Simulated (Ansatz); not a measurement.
**Hf₁₆HO₃₂ (cell with a defect): density, localisation and related maps**

Hf₁₆HO₃₂ (cell with a defect), 49 atoms, a = 8.55 Å, b = 8.55 Å, c = 9.58 Å, α = 107.89°, β = 110.86°, γ = 104.92°.

Spin-polarised.

These are results of DFT PBE, scalar-relativistic, plane waves, PAW (Ansatz), not measurements.

In a PAW calculation such maps are meaningful between the atoms, not at the nuclei.

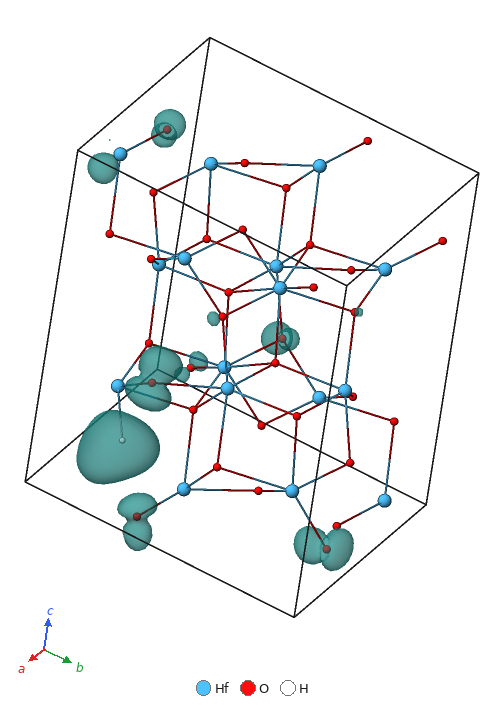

Figure 1. Isosurface of the spin density at +0.015 e/Å³ (teal), seen at an oblique angle. Sticks mark near contacts.

Question: Where is the spin, and how is it ordered?

Answer: The spin density sits on H: +0.4 μB in one cell of 49 atoms, with smaller moments on other sites: O (up to +0.12 μB): with much of the spin spread outside that site. The cell of the calculation (49 atoms) carries 1.0 μB of net spin moment.

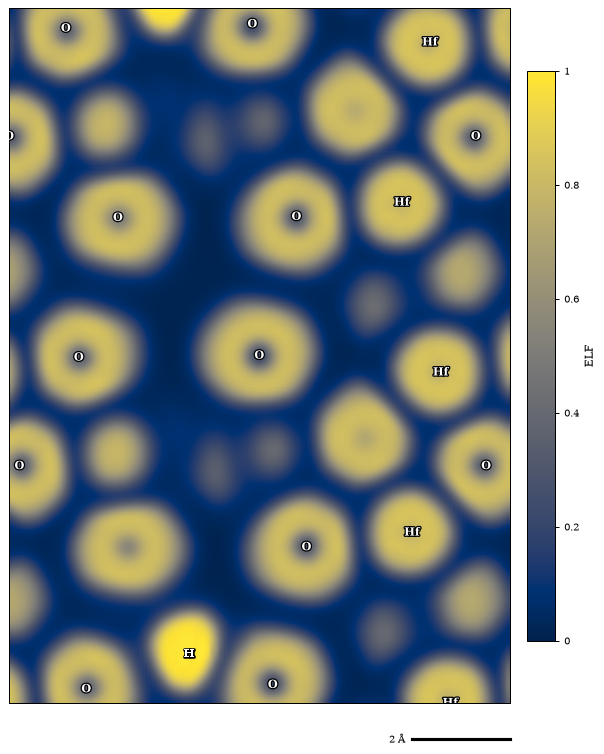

Figure 2. Electron localisation function on the (110) plane of the calculation cell.

Question: What does the map show?

Answer:
- The plane passes through Hf, O and H nuclei.
- Atoms just off the plane (Hf, 0.6 Å away and O, 0.3 Å away) can leave unmarked features too.
- Hf–O (2.07 Å): the ELF peaks at about 0.85 in the valence shell of O, 0.6 Å from its nucleus, and drops to about 0.20 between the two atoms (no shared electron pair shows on this line).
- Hf–O (2.15 Å): the ELF peaks at about 0.85 in the valence shell of O, 0.6 Å from its nucleus, and drops to about 0.15 between the two atoms (no localised pair shows between them).
- Hf–O (2.18 Å): the ELF peaks at about 0.85 in the valence shell of O, 0.6 Å from its nucleus, and drops to about 0.15 between the two atoms (no shared electron pair shows on this line).
- The features right at Hf lie inside the PAW spheres, where the map follows smoothed inner orbitals and isn't to be read closely.

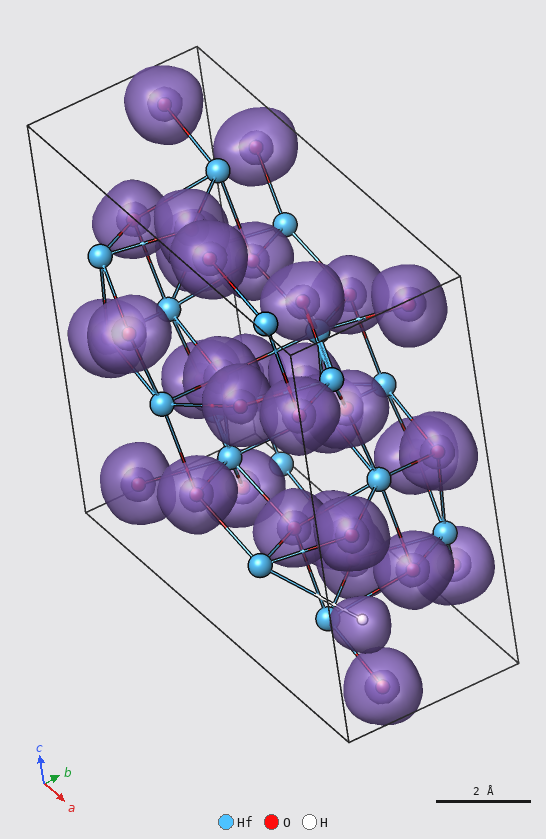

Figure 3. Isosurface of the ELF at 0.7 (purple), seen slightly off an axis. Only the valence region is drawn (cores and ρ < 0.01 e/Å³ removed). Sticks mark near contacts.

Question: Where are the electrons localised?

Answer: The surface consists of one region around a hydrogen nucleus and 32 regions wrapped around O (the valence shell of each), counted in one cell of 49 atoms. Any copies at cell faces, edges or corners count once.


Hf–O (2.04 Å): the ELF peaks at about 0.80 in the valence shell of O, 0.6 Å from its nucleus, and drops to about 0.20 between the two atoms (no localised pair shows between them). Hf–H (2.13 Å): the ELF climbs to about 1 towards the hydrogen.

Question: Does the calculation make it a metal, or give it a gap?

Answer: It is gapped, with a Kohn–Sham gap of 1.5 eV on the k-point mesh (the band edges may lie off the mesh, which would make the gap smaller).
